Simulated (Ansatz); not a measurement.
NiGe

```
Ni Ge
1.0
    -5.39666    0.00000    0.00000
     0.00000   -3.48088    0.00000
     0.00000    0.00000   12.19216
Ni Ge
8 8
Direct
  0.00572 0.25000 0.33094
  0.00572 0.25000 0.85144
  0.99428 0.75000 0.66906
  0.99428 0.75000 0.14856
  0.49428 0.75000 0.61170
  0.49428 0.75000 0.09119
  0.50572 0.25000 0.38830
  0.50572 0.25000 0.90881
  0.18967 0.25000 0.56243
  0.18967 0.25000 0.04192
  0.81033 0.75000 0.43757
  0.81033 0.75000 0.95808
  0.31033 0.75000 0.28167
  0.31033 0.75000 0.80218
  0.68967 0.25000 0.71833
  0.68967 0.25000 0.19782
```

Space group P2₁/m; not relaxed (largest force 1.0 eV/Å); computed pressure about −3 GPa in this cell; computed without spin polarisation.

Method: DFT PBE, scalar-relativistic, plane waves, PAW in Ansatz.

What can the converged valence pseudo-density and electron localisation function tell about the bonding?

Answer. Ni–Ge (2.53 Å): ρ at the midpoint is about 0.35 e/Å³; the ELF is about 0.40 at the midpoint.

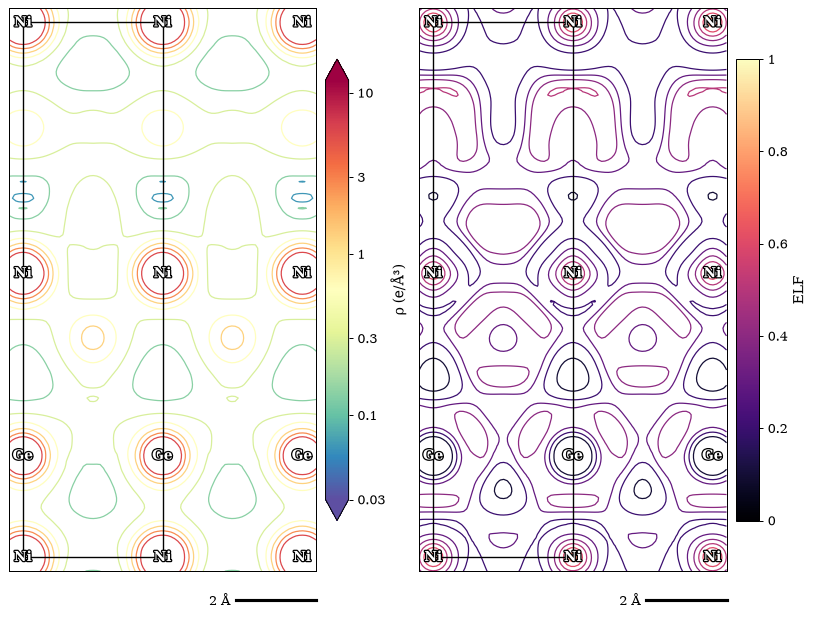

Computed valence pseudo-density and electron localisation function on the (101) plane of the conventional cell, in this order. Atoms just off the plane (Ge, 0.6 Å away) can leave unmarked features too.

In a PAW calculation such maps are meaningful between the atoms, not at the nuclei.
